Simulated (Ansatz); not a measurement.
The Ansatz input:

```
crystal:
  lattice:
    - [3.4003508765, 0.0, 0.0]
    - [0.0, 4.8088223264, 0.0]
    - [0.0, 0.0, 25.2010526296]
  atoms:
    - { symbol: B, position: [0.5, 0.5, 0.2976066163] }
    - { symbol: As, position: [0.0, 0.25, 0.2976066163] }
    - { symbol: B, position: [0.0, 0.0, 0.3650710775] }
    - { symbol: As, position: [0.5, 0.75, 0.3650710775] }
    - { symbol: B, position: [0.5, 0.5, 0.4325355388] }
    - { symbol: As, position: [0.0, 0.25, 0.4325355388] }
    - { symbol: B, position: [0.0, 0.0, 0.5] }
    - { symbol: As, position: [0.5, 0.75, 0.5] }
    - { symbol: B, position: [0.5, 0.5, 0.5674644612] }
    - { symbol: As, position: [0.0, 0.25, 0.5674644612] }
    - { symbol: B, position: [0.0, 0.0, 0.6349289225] }
    - { symbol: As, position: [0.5, 0.75, 0.6349289225] }
    - { symbol: B, position: [0.5, 0.5, 0.7023933837] }
    - { symbol: As, position: [0.0, 0.25, 0.7023933837] }
basis:
  ecutwfc: 420
kpoints:
  mp_grid: { grid: [8, 6, 1] }
hamiltonian:
  xc: pbe
scf:
  occupations: { method: gaussian, width: 0.05 }
output:
  forces: true
  stress: true
  eigenvalues: true
  write_density: true
  write_potential: true
  elf: true
  volumetric_format: npy
efield:
  axis: 3
  dipole_correction: true
  ramp_width: 0.04
```

Run as:
```bash
ansatz run input.yaml --threads 1 --pin off --max-ram 2560MiB --backend cpu --events-out ev --progress --plain --runs-dir out
```

What does the potential across the slab give for the work function?

The work function is 5.13 eV, the same on both faces. The two vacuum levels agree, so the slab has no net dipole along its normal. The outermost atoms are 10.2 Å apart, which leaves 15.0 Å of vacuum in a cell 25.2 Å high.

The atoms aren't at rest in this cell (largest force 2.7 eV/Å), so the relaxed material can differ.

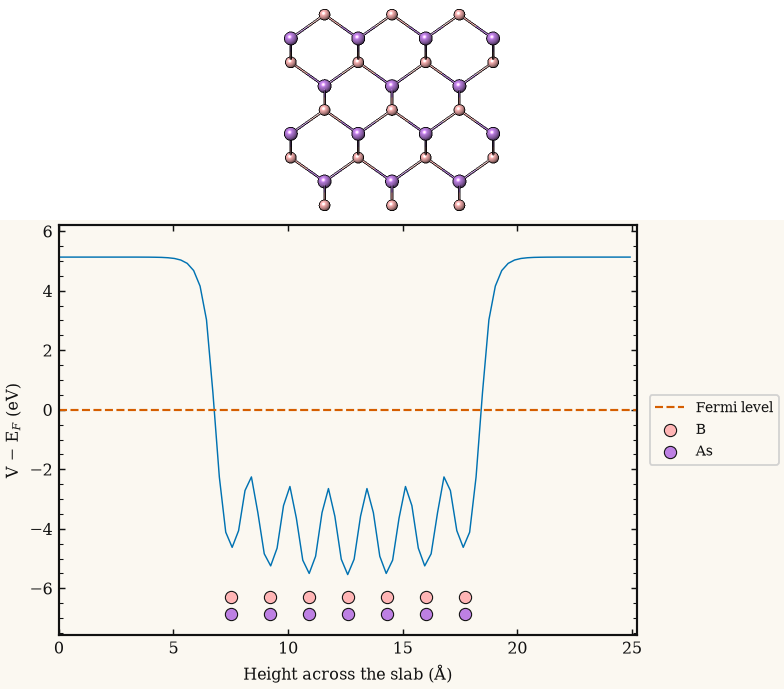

Plane-averaged electrostatic potential energy of an electron across the slab; circles at the bottom mark the heights of the atoms. The structure is drawn too.
